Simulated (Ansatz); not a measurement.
# One shape, several levels: CHF3 (trifluoromethane)

Wanted: a comparison of 6 runs (BLYP/STO-3G, HSE06/STO-3G, PBE/STO-3G, r2SCAN/STO-3G, r2SCAN0/STO-3G, MP2/STO-3G) of CHF3 (trifluoromethane). 

The results are computed with Ansatz 0.2.0.

55 further runs of the same task are left out: 7 that didn't finish, 48 set aside as unsound or not needed.

## (1) The molecule

CHF3: 5 atoms, total charge 0, spin state singlet. SMILES: `FC(F)F`. The C2–F1 distance was set to 3.319 Å, away from the relaxed value. At this shape a bond of the SMILES string is far longer than usual.

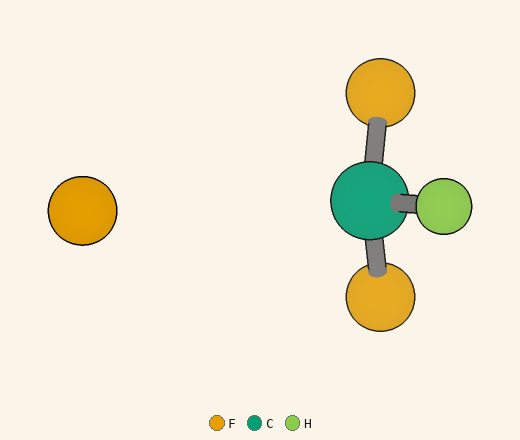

Viewed from a chosen angle; fluorine amber, carbon teal, hydrogen green.

## (2) The energy at BLYP/STO-3G (run 1)

in.yaml

```yaml
crystal:
  periodic: [false, false, false]
  atoms:
    - {symbol: F, position_ang: [-1.697610, -0.912896, 2.677465]}
    - {symbol: C, position_ang: [0.018950, 0.054610, 0.006800]}
    - {symbol: F, position_ang: [1.042420, -0.774930, -0.157420]}
    - {symbol: F, position_ang: [-0.771270, -0.038770, -1.056390]}
    - {symbol: H, position_ang: [0.377570, 1.091490, 0.131950]}
basis:
  gaussian:
    orbitals: STO-3G
hamiltonian:
  xc: {name: BLYP}
accuracy: high
```

On the command line:

```bash
$ ansatz run in.yaml --threads 1 --pin off --max-ram 2610MiB --events-out events.jsonl --progress --plain --runs-dir runs
```

What it wrote:

```text
Warning: RAYON_NUM_THREADS=1 ignored (pool sized by the plan → 1); use --threads N
Functional definition: BLYP
  name "BLYP"
  parameter beta = 0.0042
  parameter a = 0.04918
  parameter b = 0.132
  parameter c = 0.2533
  parameter d = 0.349
  exchange = b88_x(beta = beta)
  correlation = lyp_c(a = a, b = b, c = c, d = d)
353 factors; integrals over basis functions are off by at most 4.2e-8 eV
mean field evaluation 1: about -9051.2920 eV, gradient 1.5e1 eV
mean field evaluation 2: about -8625.0712 eV, gradient 6.5e1 eV
mean field evaluation 4: about -9061.9778 eV, gradient 1.5e1 eV
mean field evaluation 8: about -9061.9206 eV, gradient 1.5e1 eV
mean field evaluation 16: about -9062.9251 eV, gradient 2.9e-8 eV
mean field -9062.92511860 eV, -333.0563550373 hartree, gradient 3.0e-8 eV, S^2 0.000000; 2 other end points of the search recorded, 0 dependent functions left out
reference -9062.92514645 eV, -333.0563560607 hartree; 17, 17 occupied and 4, 4 virtual orbitals, 353 factors
Total energy: -9062.92514645 eV, -333.0563560607 hartree
```

Run time: 1.6 s. Hardware: 1 thread of Arm Neoverse V1, shared host; peak memory 0.093 GiB.

## (3) The energy at HSE06/STO-3G (run 2)

in.yaml

```yaml
crystal:
  periodic: [false, false, false]
  atoms:
    - symbol: F
      position_ang: [-1.697610, -0.912896, 2.677465]
    - symbol: C
      position_ang: [0.018950, 0.054610, 0.006800]
    - symbol: F
      position_ang: [1.042420, -0.774930, -0.157420]
    - symbol: F
      position_ang: [-0.771270, -0.038770, -1.056390]
    - symbol: H
      position_ang: [0.377570, 1.091490, 0.131950]
basis:
  gaussian:
    orbitals: STO-3G
hamiltonian:
  xc: {name: HSE06}
accuracy: high
```

On the command line:

```bash
$ ansatz run in.yaml --threads 1 --pin off --max-ram 2610MiB --events-out events.jsonl --progress --plain --runs-dir runs
```

What it wrote:

```text
Warning: RAYON_NUM_THREADS=1 ignored (pool sized by the plan → 1); use --threads N
Functional definition: HSE06
  name "HSE06"
  parameter a = 0.25
  parameter omega = 0.11/bohr
  exchange = pbe_x - a*pbe_x_sr(omega) + a*exact_x_sr(omega)
  correlation = pbe_c
353 factors; integrals over basis functions are off by at most 4.2e-8 eV
55 factors; integrals over basis functions are off by at most 3.1e-10 eV
mean field evaluation 1: about -9045.9460 eV, gradient 2.1e1 eV
mean field evaluation 2: about -8622.4073 eV, gradient 6.4e1 eV
mean field evaluation 4: about -9056.0836 eV, gradient 1.3e1 eV
mean field evaluation 8: about -9056.0854 eV, gradient 1.3e1 eV
mean field evaluation 16: about -9056.9544 eV, gradient 2.6e-8 eV
mean field evaluation 32: about -9052.4617 eV, gradient 2.8e1 eV
mean field -9056.95443013 eV, -332.8369362831 hartree, gradient 2.6e-8 eV, S^2 0.000000; 4 other end points of the search recorded, 0 dependent functions left out
reference -9056.95443130 eV, -332.8369363262 hartree; 17, 17 occupied and 4, 4 virtual orbitals, 353 factors
Total energy: -9056.95443130 eV, -332.8369363262 hartree
```

Wall time 2.5 s (1 thread of Arm Neoverse V1, shared host); peak memory 0.097 GiB.

Runs 3 to 4 aren't shown in full; the table further down has their settings and results.

## (4) The energy at r2SCAN0/STO-3G (run 5)

job.yaml

```yaml
crystal:
  periodic: [false, false, false]
  atoms:
    - {symbol: F, position_ang: [-1.697610, -0.912896, 2.677465]}
    - {symbol: C, position_ang: [0.018950, 0.054610, 0.006800]}
    - {symbol: F, position_ang: [1.042420, -0.774930, -0.157420]}
    - {symbol: F, position_ang: [-0.771270, -0.038770, -1.056390]}
    - {symbol: H, position_ang: [0.377570, 1.091490, 0.131950]}
basis:
  gaussian: {orbitals: STO-3G}
hamiltonian: {xc: {name: r2SCAN0}}
accuracy: high
```

On the command line:

```bash
$ ansatz run job.yaml --threads 1 --pin off --max-ram 2610MiB --events-out events.jsonl --progress --plain --runs-dir runs
```

What it wrote:

```text
Warning: RAYON_NUM_THREADS=1 ignored (pool sized by the plan → 1); use --threads N
Functional definition: r2SCAN0
  name "r2SCAN0"
[... 1 set-up line as earlier in the session ...]
  parameter k0 = 0.174
  parameter k1 = 0.065
  parameter a1 = 4.9479
  exchange = (1 - a)*r2scan_x(k0 = k0, k1 = k1, a1 = a1) + a*exact_x
  correlation = r2scan_c
353 factors; integrals over basis functions are off by at most 4.2e-8 eV
mean field evaluation 1: about -9050.6779 eV, gradient 2.3e1 eV
mean field evaluation 2: about -8628.2102 eV, gradient 6.3e1 eV
mean field evaluation 4: about -9052.1569 eV, gradient 1.3e1 eV
mean field evaluation 8: about -9059.0390 eV, gradient 2.0e1 eV
mean field evaluation 16: about -9061.6268 eV, gradient 9.0e-7 eV
mean field evaluation 32: about -9060.9061 eV, gradient 1.1e1 eV
mean field -9061.62683419 eV, -333.0086439652 hartree, gradient 1.5e-8 eV, S^2 0.000000; 4 other end points of the search recorded, 0 dependent functions left out
reference -9061.62683436 eV, -333.0086439713 hartree; 17, 17 occupied and 4, 4 virtual orbitals, 353 factors
Total energy: -9061.62683436 eV, -333.0086439713 hartree
```

Wall time 4.8 s (1 thread of Arm Neoverse V1, shared host); peak memory 0.14 GiB.

## (5) The energy at MP2/STO-3G (run 6)

in.yaml

```yaml
crystal:
  periodic: [false, false, false]
  atoms:
    - {symbol: F, position_ang: [-1.697610, -0.912896, 2.677465]}
    - {symbol: C, position_ang: [0.018950, 0.054610, 0.006800]}
    - {symbol: F, position_ang: [1.042420, -0.774930, -0.157420]}
    - {symbol: F, position_ang: [-0.771270, -0.038770, -1.056390]}
    - {symbol: H, position_ang: [0.377570, 1.091490, 0.131950]}
basis:
  gaussian:
    orbitals: STO-3G
accuracy: high
correlation:
  method: mp2
  frozen_orbitals: {C: 1, F: 1, H: 0}
```

On the command line:

```bash
$ ansatz run in.yaml --threads 1 --pin off --max-ram 2610MiB --events-out events.jsonl --progress --plain --runs-dir runs
```

What it wrote, cut to the lines that bear on the results:

```text
Warning: RAYON_NUM_THREADS=1 ignored (pool sized by the plan → 1); use --threads N
Functional definition: HF
  name "HF"
[...]
353 factors; integrals over basis functions are off by at most 4.2e-8 eV
[...]
mean field -9025.72312532 eV, -331.6892070005 hartree, gradient 2.9e-8 eV, S^2 0.000000; 3 other end points of the search recorded, 0 dependent functions left out; unrestricted orbitals would lower it
[...]
unrestricted determinant -9033.77105565 eV, -331.9849629850 hartree, S^2 1.0044
4 core orbitals not correlated: weight in the atoms' cores, before any rotation towards them, 1.000 or more for the frozen orbitals, at most 0.000 for the correlated occupied ones
reference -9025.72312532 eV, -331.6892070005 hartree; 13, 13 occupied and 4, 4 virtual orbitals, 353 factors
second order -9.68603709 eV of doubles, -0.00000000 eV of singles
Total energy: -9035.40916240 eV, -332.0451622980 hartree
```

It took 0.36 s on 1 thread of Arm Neoverse V1, shared host.

## (6) The series

| run | level | frozen core orbitals | energy (Eh) | wall time |
| --- | --- | --- | --- | --- |
| 1 | BLYP/STO-3G | – | -333.056356 | 1.6 s |
| 2 | HSE06/STO-3G | – | -332.836936 | 2.5 s |
| 3 | PBE/STO-3G | – | -332.831438 | 1.5 s |
| 4 | r2SCAN/STO-3G | – | -333.065903 | 5.7 s |
| 5 | r2SCAN0/STO-3G | – | -333.008644 | 4.8 s |
| 6 | MP2/STO-3G | 4 | -332.045162 | 0.36 s |

## (7) Outcome

| quantity | value |
| --- | --- |
| run 6: total energy | -332.04516 Eh |
| run 6: correlation energy (4 core orbitals frozen) | -356.0 mEh |

**Reading.** Totals of different functionals can't be ranked against each other. In run 6 the log says that unrestricted orbitals would lower the reference, so the values rest on an unstable closed-shell determinant (other closed-shell runs at this shape may share the fault). In runs 1, 2, 3, 4, 5, 6 the basis is minimal, so the values are rough. In runs 1, 2, 3, 4, 5, 6 a closed-shell determinant meets a far-stretched bond, which it describes badly. All runs together took 16 s, the longest 5.7 s.
